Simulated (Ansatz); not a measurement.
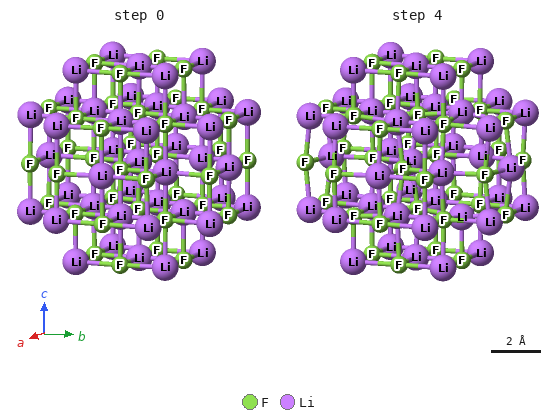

The structure of a defect cell of composition F$_{31}$Li$_{31}$ before (left) and after (right) a relaxation, at one scale.

A ball-and-stick model of the atoms within 5.0 Å of the atom that moves most (axes of the cell of the calculation (origin shifted)), seen slightly off an axis.

Theory: DFT, PBEsol, PAW, plane waves in Ansatz 0.2.0. Set-up: plane-wave cutoff 420 eV; k-point mesh 1 × 1 × 1; mesh shifted by (0.25, 0.25, 0.25); no spin polarisation; atoms relaxed in a fixed cell; force threshold 0.03 eV/Å; at most 80 steps.

**Describe what moved and what it gained.**

The largest move is that of a Li atom, 0.23 Å along [1 −2 0]. By element the largest moves are Li 0.23 Å, F 0.21 Å. The cell stays as it was. Some distances before and after: F–Li 2.043 → 1.819 Å, F–Li 2.000 → 1.786 Å, F–Li 1.972 → 1.785 Å, F–Li 2.006 → 1.821 Å. Among the angles between lasting bonds that change: Li–F–Li 89.9° → 110.6°, F–Li–F 179.2° → 158.9°, F–Li–F 89.4° → 108.8°. Over 4 geometry steps the energy falls by 2.567 eV per cell of the calculation. Largest force component: 2 eV/Å at the start, 0.01 eV/Å at the end.

Limits of the set-up: the periodic images lie only 8.0 Å apart, so the values are limited by the cell's size.
